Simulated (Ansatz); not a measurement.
## Band-structure calculation, with input and output: BaO

System: BaO (2 atoms in the cell).
Method: DFT, PBE, plane waves, PAW, no spin polarisation (Ansatz 0.2.0).

The structure was built on a prototype by a generator. The geometry comes from this level: r2SCAN (a point of a series of strains). It belongs to a series of runs on one base structure; here: shear_111 strain +1.2%.

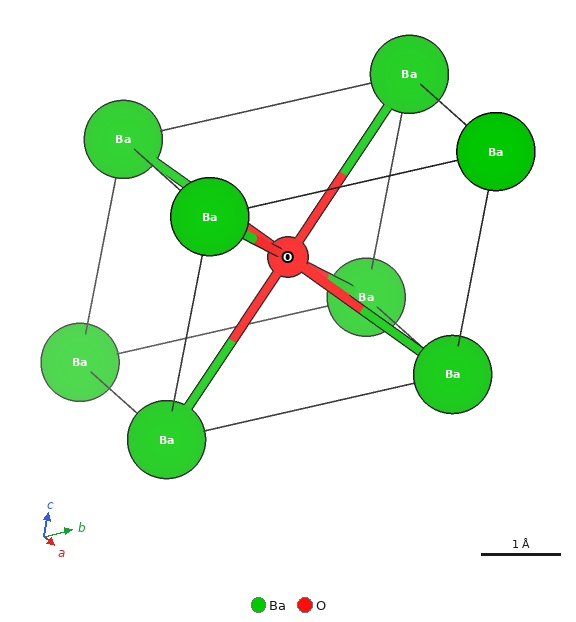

**Figure 1.** The input geometry (ball-and-stick view of the reduced cell, seen slightly off an axis).

The input
```yaml
crystal:
  lattice:
    - [0.0225451338, 2.7944878169, 2.7944878169]
    - [2.7944878169, 0.0225451338, 2.7944878169]
    - [2.7944878169, 2.7944878169, 0.0225451338]
  atoms:
    - { symbol: Ba, position: [0.0, 0.0, 0.0] }
    - { symbol: O, position: [0.5, 0.5, 0.5] }
kpoints:
  mp_grid: { grid: [8, 8, 8] }
  band_path:
    path:
      - [0.0, 0.0, 0.0]
      - [0.5, 0.0, 0.5]
      - [0.625, 0.25, 0.625]
      - [0.375, 0.375, 0.75]
      - [0.5, 0.5, 0.5]
      - [0.5, 0.25, 0.75]
      - [0.0, 0.5, 0.5]
    npoints: 1
hamiltonian:
  xc: pbe
scf:
  occupations: { method: fermi_dirac, width: 0.02 }
  n_extra_bands: 4
output:
  forces: true
  stress: true
  eigenvalues: true
```

Run on 4 threads of an Arm (aarch64) CPU, shared host.

Launch command:
```bash
ansatz run input.yaml --threads 4 --pin off --max-ram 3686MiB --backend cpu --events-out ev --progress --plain --runs-dir out
```

Log
```
scf.n_extra_bands = 4 over 8 filled bands (N_el = 16.0): the run solves 12 bands
Engine: ansatz 0.2.0, aarch64-unknown-linux-gnu
Pseudopotentials: kind: paw
Pseudopotential: Ba, paw, valence charge 10, recommended cutoff 420 eV (normal), Ba.paw.azcp
Pseudopotential: O, paw, valence charge 6, recommended cutoff 420 eV (normal), O.paw.azcp
Functional definition: PBE
  parameter kappa = 0.804
  parameter beta = 0.06672455060314922
  exchange = pbe_x(kappa = kappa, mu = beta*pi^2/3)
  correlation = pbe_c(beta = beta)
Crystal: 2 atoms, lattice volume = 43.117 Å³
Basis set: ecut = 420 eV, 869 PW (Γ), exchange–correlation on 54×54×54 points (8 copies of the dense FFT grid, shifted against one another)
Bands: 12, of which v1, the nominal top of the filled ones, is band 8 counted from 1 (7 counted from 0)
Symmetry: 12 space group operations
Space group: R-3m (ITA 166), of the structure as read, at distance tolerance 3.5e-5 Å
k-points: 65 of 512
Non-local potential: Ba, projectors of the file, l = 0: 3, l = 1: 2, l = 2: 2, l = 3: 2
Non-local potential: O, projectors of the file, l = 0: 2, l = 1: 2, l = 2: 1
PAW form: soft (Blöchl's): semilocal exchange-correlation on the pseudo side does not see the compensation charge
PAW one-centre angular grid: Ba, 194 points (default); XC on 64 Gauss nodes
PAW one-centre angular grid: O, 110 points (default); XC on 64 Gauss nodes
Initial density: superposition of atomic densities (neutral atoms: chi_scale 0, normalization atom), corrected by the library's trained network
Initial wavefunctions: pseudopotential atomic-orbital guess
Functional: x = pbe(κ = 0.804, μ = 0.2195149727645171), c = pbe(β = 0.06672455060314922)
SCF iter   1: F=—  HF=-6519.544839 eV  |F-HF|=—  |Δ(HF+E_count)|=         —  Δρ=5.29e-4  dr2=3.57e-5  ethr=1.77e-3  ⟨swp⟩=9.3  Hψ=6665  notcnv=0
preconditioner: auto → none  [insulator: Δε(μ)=2.071 eV  Ē_g=13.223 eV  σ=0.020 eV  W_gap=1.00  n_scr=14 (ndim 8)  ℏωp=21.2 eV  f_vac=0.000  D(μ)=0.00/eV (n_scr^D=0)  ε∞_Penn≈3.6]
SCF iter   2: F=—  HF=-6519.545203 eV  |F-HF|=—  |Δ(HF+E_count)|=   3.64e-4  Δρ=9.50e-4  dr2=4.73e-4  ethr=2.23e-7  ⟨swp⟩=3.0  Hψ=2229  notcnv=0
SCF iter   3: F=—  HF=-6519.545187 eV  |F-HF|=—  |Δ(HF+E_count)|=   1.62e-5  Δρ=4.64e-4  dr2=1.21e-4  ethr=2.23e-7  ⟨swp⟩=2.0  Hψ=1235  notcnv=0
SCF iter   4: F=—  HF=-6519.545231 eV  |F-HF|=—  |Δ(HF+E_count)|=   4.41e-5  Δρ=2.16e-4  dr2=2.25e-5  ethr=2.23e-7  ⟨swp⟩=2.0  Hψ=1236  notcnv=0
SCF iter   5: F=—  HF=-6519.545228 eV  |F-HF|=—  |Δ(HF+E_count)|=   3.18e-6  Δρ=1.16e-4  dr2=6.90e-6  ethr=1.41e-7  ⟨swp⟩=1.0  Hψ=780  notcnv=0
SCF iter   6: F=—  HF=-6519.545226 eV  |F-HF|=—  |Δ(HF+E_count)|=   1.21e-6  Δρ=3.81e-5  dr2=7.41e-7  ethr=4.31e-8  ⟨swp⟩=1.9  Hψ=871  notcnv=0
SCF iter   7: F=—  HF=-6519.545226 eV  |F-HF|=—  |Δ(HF+E_count)|=   1.05e-7  Δρ=1.60e-5  dr2=1.34e-7  ethr=4.63e-9  ⟨swp⟩=1.6  Hψ=881  notcnv=0
SCF iter   8: F=-6519.545226 eV  HF=-6519.545226 eV  |F-HF|=6.75e-9  |Δ(HF+E_count)|=   2.33e-8  Δρ=3.85e-6  dr2=7.77e-9  ethr=6.25e-10  ⟨swp⟩=4.1  Hψ=2478  notcnv=0
SCF 1 converged in 8 iterations: F = -6519.545226 eV  dr2 = 7.77e-9
  greatest PAW one-centre occupation: 0.955 electrons in one spin orbital (limit 2), on the Ba atom at site 0 (counted from 0), in its partial waves of l = 0
```

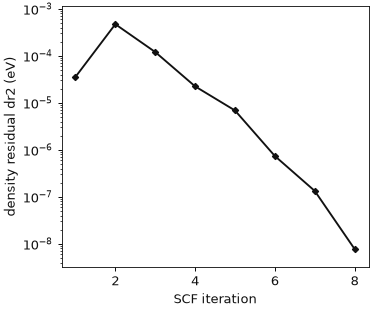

**Figure 2.** Convergence of the self-consistent field: density residual dr2 against the SCF iteration. The residual comes down, with one marked jump up, by a factor of about 15, at step 2.

```
NSCF: frozen V_eff on 7 k-points
SCF converged after 8 iterations
Free energy (F): -6519.545226 eV
Harris-Foulkes:  -6519.545226 eV  (|F-HF|=6.75e-9)
Internal energy: -6519.545226 eV  (E = F + TS)
E sigma→0 (E₀):  -6519.545226 eV
Fermi energy:    9.432288 eV
--- Per-component energies (eV) ---
  E_band       = -17.670795
  E_kinetic    = 344.532050
  E_local      = -568.306937  (includes V_loc(G=0)·N_el)
  E_nonlocal   = 104.975346
  E_hartree    = 202.134784
  E_xc         = -243.848863
  E_vxc        = -232.342154  (∫ρ·V_xc dr)
  E_paw        = -5383.359127  (= ΣΔE_a)
  E_vpaw       = -70.799051  (= ΣTr[D̂ρ^β])
  E_aug_tail   = 0.002373  (compensation charges beyond the density's cutoff)
  E_ewald      = -975.674852
  E_smearing   = -0.000000  (= −TS)
  E_closure    = 0.000000  (closes the sum)
  Σ components = -6519.545226   (vs F -6519.545226, Δ=0.00e0)
--- Forces (eV/Å), atoms counted from 1 ---
  atom   1  Ba    -0.00000000     0.00000000     0.00000000
  atom   2  O      0.00000000     0.00000000    -0.00000000
  max |Σ_I F_I| component: 1.60e-29 eV/Å
--- Stress (GPa, compression-positive) ---
        0.267226      -0.293801      -0.293801
       -0.293801       0.267226      -0.293801
       -0.293801      -0.293801       0.267226
  P = ⅓ Tr σ = 0.2672 GPa (2.672 kbar)
--- Band table (eV; the first three rows and the last of 65) ---
  k-point 0: bands = ["-17.4294", "-6.5864", "-1.9880", "-1.9694", "-1.9694", "7.9702", "7.9824", "7.9824", "11.9194", "13.0478", "13.1849", "13.1849"]
  k-point 1: bands = ["-17.3948", "-6.6857", "-2.0125", "-2.0024", "-1.9890", "7.6753", "7.7939", "7.8117", "12.5481", "12.9496", "13.3237", "13.4480"]
  k-point 2: bands = ["-17.3095", "-6.9268", "-2.1064", "-2.0401", "-2.0353", "7.1011", "7.4106", "7.4427", "12.7900", "14.0199", "14.1041", "14.1695"]
  k-point 64: bands = ["-17.1958", "-7.2809", "-2.1724", "-2.0767", "-2.0767", "6.4780", "7.0112", "7.0112", "13.3111", "15.4966", "15.4966", "15.6994"]
```

File bands.tsv
```
# k_distance	band_0	band_1	band_2	band_3	band_4	band_5	band_6	band_7	band_8	band_9	band_10	band_11
# fermi_ev = 9.432288
# lock_threshold_ev = 1e-6
# [0, 0, 0] at k_distance = 0.000000
# [0.5, 0, 0.5] at k_distance = 1.128819
# [0.625, 0.25, 0.625] at k_distance = 1.526307
# [0.375, 0.375, 0.75] at k_distance = 2.220342
# [0.5, 0.5, 0.5] at k_distance = 2.914377
# [0.5, 0.25, 0.75] at k_distance = 3.715779
# [0, 0.5, 0.5] at k_distance = 4.981895
# levels_relative_to = fermi_ev
# free_energy_ev = -6519.545226
# largest_residual_norms_ev = 1.609e-3 8.443e-4 4.490e-4 5.217e-4 6.887e-4 1.253e-3 1.229e-3 1.020e-3 2.332e-3 1.094e-3 1.863e-3 2.778e-3
0.000000	-26.861653	-16.018652	-11.420316	-11.401726	-11.401726	-1.462049	-1.449862	-1.449862	2.487150	3.615543	3.752643	3.752643
1.128819	-26.554498	-16.180840	-12.829378	-11.979206	-11.954848	-1.244931	-1.241867	-1.045474	1.043248	4.915969	7.329599	7.836235
1.526307	-26.558023	-16.374922	-12.607508	-11.849982	-11.805255	-1.953137	-1.759942	-1.188410	2.360022	5.329288	5.909707	7.097962
2.220342	-26.558023	-16.374922	-12.607508	-11.849982	-11.805255	-1.953137	-1.759942	-1.188410	2.360022	5.329288	5.909707	7.097962
2.914377	-26.628134	-16.713170	-11.604642	-11.509005	-11.509005	-2.954310	-2.421125	-2.421125	3.878851	6.064346	6.064346	6.267091
3.715779	-26.549645	-16.366979	-12.444140	-12.405193	-11.484488	-2.336741	-1.254596	-1.245782	3.475575	3.512087	5.778863	8.197762
4.981895	-26.554498	-16.180840	-12.829378	-11.979206	-11.954848	-1.244931	-1.241867	-1.045474	1.043248	4.915969	7.329600	7.836235
```

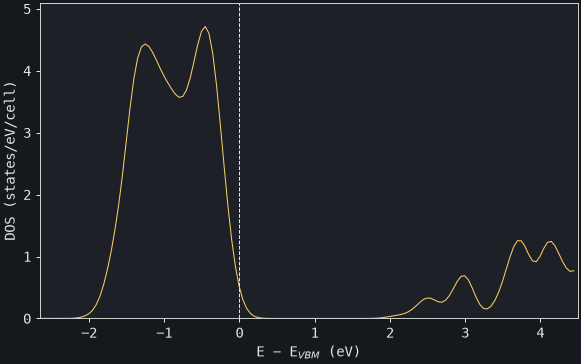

**Figure 3.** Density of states (the curve is built from the levels of the k mesh with Gaussians 0.3 eV wide, which also blur the band edges), with energies from the valence-band top. There is a gap of 2.09 eV on the k-point mesh. Small ripples come from the finite k-point mesh.

Key numbers

- outcome: converged
- space group (tolerance 0.01 Å): R-3m (166)
- electrons treated: 16
- free energy: −6519.5452 eV
- Fermi energy: 9.432 eV
- gap on the k-point mesh: 2.09 eV
- pressure: 0.27 GPa
- largest force (length of the vector): under 0.001 eV/Å
- wall time: 1 s (CPU time 3.4 s)
- peak memory: 0.33 GiB
